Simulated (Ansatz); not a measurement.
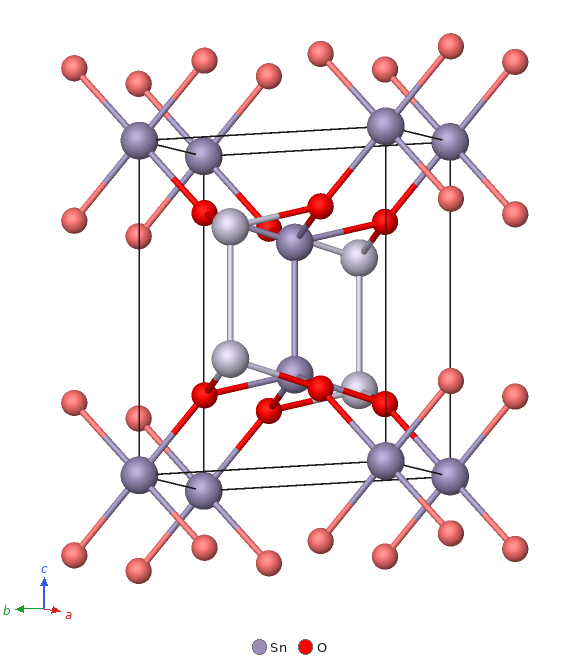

Ball-and-stick representation of a periodic structure, projected from a general direction. Lines trace the edges of the conventional unit cell. Bonds that leave the box are completed with the atoms at their other ends, in fainter colours. Cell: a = 2.965 Å, b = 5.568 Å, c = 6.838 Å, α = 90.00°, β = 90.00°, γ = 90.00°.

What is this?

- The formula is Sn3O4.
- Its lattice is primitive orthorhombic, its space group Pmmm (No. 47).
- The cell comprises 1 formula unit: 3 Sn, 4 O.
- By the bonds in the drawing, the coordination numbers are Sn 4 to 5 (mean 4.7) and O 3. Not all metal-metal contacts are counted.

Its origin is a structure listed in the Materials Project. It was relaxed at fixed volume with DFT PBE, scalar-relativistic, plane waves, PAW (Ansatz 0.2.0).

At this level of theory the run's own cell isn't at rest (compressed, at 14 GPa), so its distances can differ from those at equilibrium, the more so the softer the solid.
